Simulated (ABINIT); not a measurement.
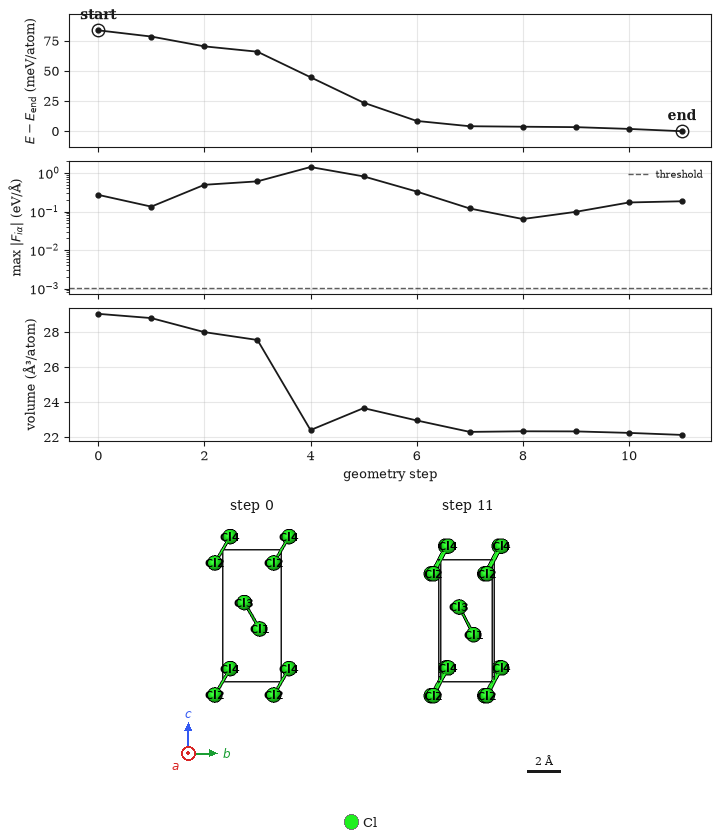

First and last geometry of a relaxation of a crystal of Cl (set up in Cmce), with the history of the run. A ball-and-stick model of the cell of the calculation, seen along the a axis.

The run lets cell and atoms move.

Computed with ABINIT 10.8.3, Kohn-Sham DFT of a periodic cell, LDA, HGH LDA.

The input:
```
# Pseudopotentials
pp_dirpath "./"
pseudos "Cl.hgh"

# Structure
acell 3*1.0
rprim
     5.9431886619    -4.2518837804     0.0000000000
     5.9431886619     4.2518837804     0.0000000000
     0.0000000000     0.0000000000    15.5146514832
ntypat 1
znucl 17
natom 4
typat 1 1 1 1
chkprim 0
chksymtnons 0
tolsym 1.0e-6
xred
   0.3700000000   0.6300000000   0.4000000000
   0.1300000000   0.8700000000   0.9000000000
   0.6300000000   0.3700000000   0.6000000000
   0.8700000000   0.1300000000   0.1000000000

# Plane-wave basis
ecut 38.0
ecutsm 0.5

# k points
kptopt 1
ngkpt 5 5 3
nshiftk 1
shiftk 0.0 0.0 0.0

# Exchange and correlation
ixc 7

# Bands and occupations
nband 18
occopt 3
tsmear 0.05 eV

# SCF cycle
nstep 80
tolvrs 1.0e-12

# Output
iomode 3
prteig 0
prtebands 0
prtwf 0
prtden 0

# Relaxation
ionmov 2
optcell 2
ntime 50
tolmxf 2.0e-5
dilatmx 1.08
```

Launched with:
```bash
abinit run.abi > log 2>&1
```

**Read the history and describe the run.**

The run was cut off at its time limit before the relaxation converged, so the last structure is only a point on the way. Over 11 geometry steps the energy falls by 83.8 meV per atom. The largest force component goes from 0.27 to 0.18 eV/Å. The pressure goes from −2.74 to −0.62 GPa. The largest moves relative to the cell, 0.11 Å, are those of Cl1, Cl2, Cl3 and Cl4. Cl4 goes along [−1 1 1]. The drawn cell changes as follows: a = b 3.867 → 3.567 Å (−7.7 %), c 8.210 → 7.578 Å (−7.7 %), γ 71.2° → 66.6°; the volume changes by −23.8 %. Among the contacts that change: Cl1–Cl4 3.336 → 2.849 Å, Cl1–Cl3 2.016 → 2.044 Å. The space group stays Cmce (No. 64).

Limits of the set-up: layers or molecules are held without a dispersion correction, so their spacing is unreliable.
